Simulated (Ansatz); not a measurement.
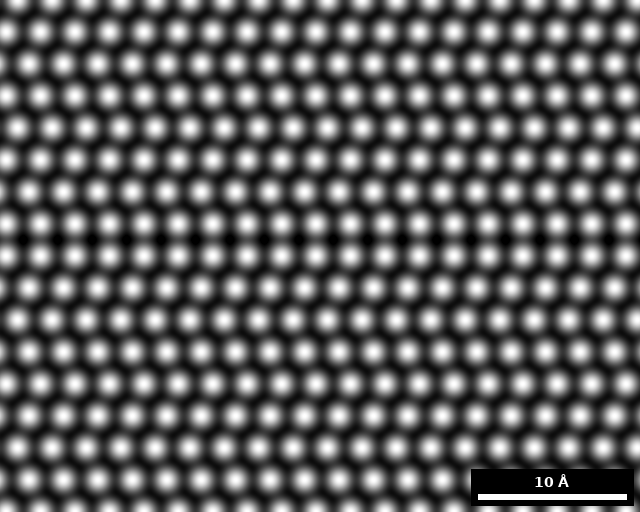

Z-contrast image of Ru (P6_3/mmc, No. 194) along [100]. Simulation: incoherent imaging, intensity Z^1.7 per atom, probe width 1.30 Å, thin sample. The probe carries 25 % of its weight in a tail 2.5 times as wide. The display is stretched by a gamma of 0.8; percentages refer to the linear signal.

One planar defect was built into the perfect crystal by geometry alone, without relaxation. Host structure: coordinates from a relaxation with Ansatz, DFT r2SCAN, scalar-relativistic, plane waves, PAW; the starting structure was generated, so it need not be a known form of this composition.

### Where does the periodic pattern break, and how?

A planar fault (a stacking fault) runs horizontally about 16 Å below the top edge. The part above it is shifted along the boundary by 1/3 of the 2.33 Å repeat of the rows (0.8 Å to the right, the same as 1.6 Å to the left); both parts keep the same orientation.
